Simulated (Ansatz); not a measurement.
Si4Ni (interface cell)

Input file:

```
crystal:
  lattice:
    - [3.8677060746, 0.0, 0.0]
    - [0.0, 3.8677060746, 0.0]
    - [0.0, 0.0, 30.8914889928]
  atoms:
    - { symbol: Si, position: [0.0, 0.5, 0.2427853187] }
    - { symbol: Si, position: [0.0, 0.0, 0.2870512522] }
    - { symbol: Si, position: [0.5, 0.0, 0.3313171856] }
    - { symbol: Si, position: [0.5, 0.5, 0.3755831191] }
    - { symbol: Si, position: [0.0, 0.5, 0.4198490526] }
    - { symbol: Si, position: [0.0, 0.0, 0.464114986] }
    - { symbol: Si, position: [0.0, 0.0, 0.5379217229] }
    - { symbol: Si, position: [0.5, 0.5, 0.5379217229] }
    - { symbol: Ni, position: [0.0, 0.5, 0.5817803146] }
    - { symbol: Si, position: [0.5, 0.5, 0.6256389063] }
    - { symbol: Si, position: [0.0, 0.0, 0.6256389063] }
    - { symbol: Ni, position: [0.5, 0.0, 0.669497498] }
    - { symbol: Si, position: [0.0, 0.0, 0.7133560896] }
    - { symbol: Si, position: [0.5, 0.5, 0.7133560896] }
    - { symbol: Ni, position: [0.0, 0.5, 0.7572146813] }
basis:
  ecutwfc: 420
kpoints:
  mp_grid: { grid: [9, 9, 1] }
hamiltonian:
  xc: pbe
scf:
  occupations: { method: gaussian, width: 0.1 }
output:
  forces: true
  eigenvalues: true
  populations: true
  write_density: true
  write_potential: true
  elf: true
  volumetric_format: npy
relax:
  adjacent_minimum: "off"
  f_tol: 0.03
  max_steps: 70
efield:
  axis: 3
  dipole_correction: true
  ramp_width: 0.04
```

Launched as:

```sh
ansatz run input.yaml --threads 4 --pin off --max-ram 10240MiB --backend cpu --events-out ev --progress --plain --runs-dir out
```

The fields are those of the relaxed geometry.

Computed without spin polarisation.

Level of theory: DFT PBE, scalar-relativistic, plane waves, PAW in Ansatz 0.2.0.

In a PAW calculation such maps are meaningful between the atoms, not at the nuclei.

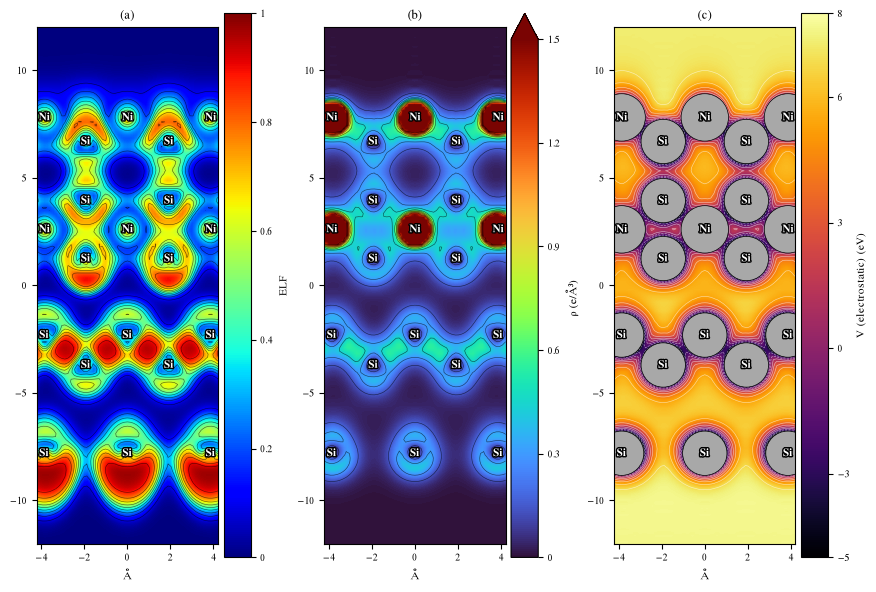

Figure 1. (a) electron localisation function; (b) valence electron density; (c) electrostatic potential energy of an electron on the (010) plane of the calculation cell, a cut from vacuum to vacuum. Grey discs cover the atomic cores in the potential map.

What does the map show?

Answer.
- The plane passes through Si and Ni nuclei.
- Si–Ni (2.23 Å): ρ is about 0.56 e/Å³ halfway; the ELF peaks at about 0.80 in the valence shell of Si, 0.8 Å from its nucleus, and is about 0.50 at the midpoint.
- Si–Ni (2.36 Å): ρ at the midpoint is about 0.44 e/Å³; the ELF peaks at about 0.70 in the valence shell of Si, 0.9 Å from its nucleus, and is about 0.50 at the midpoint.
- Si–Si (2.38 Å): ρ at the midpoint is about 0.54 e/Å³; the ELF peaks at about 0.95 between the atoms.
- The density dies away to nearly zero in the vacuum.
- The ELF also peaks beside Si, away from the bonds: lone-pair regions.
- The features right at Ni lie inside the PAW spheres, where the map follows smoothed inner orbitals and isn't to be read closely.
- Outside the cores the potential energy rises away from the atoms and is highest in the vacuum; its zero is arbitrary.

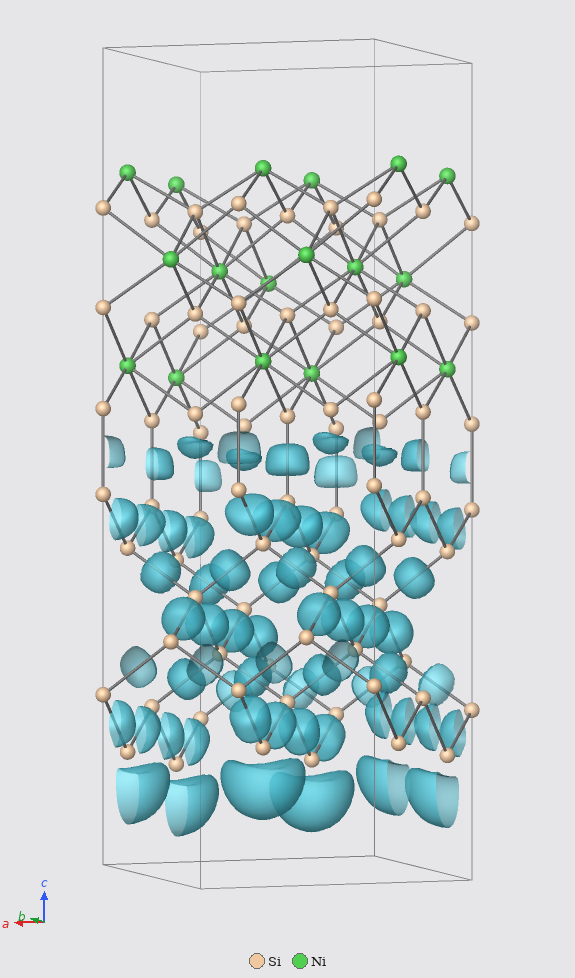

Figure 2. Isosurface of the ELF at 0.85 (cyan), seen at an oblique angle. Core shells and regions of very low density are left out. Sticks mark near contacts.

Describe the localisation domains.

Answer. The surface consists of eleven regions between bonded Si–Si atoms and two lobes on Si, pointing away from the bonds (lone pairs), counted in one cell of 15 atoms. Counts are for one cell; the picture repeats the cell along the surface. Along the contacts the grid gives the following. Si–Si (2.31 Å): the ELF peaks at about 0.95 between the atoms.

Does the calculation give a band gap?

Answer. It is gapless in this calculation (a metal or semimetal).
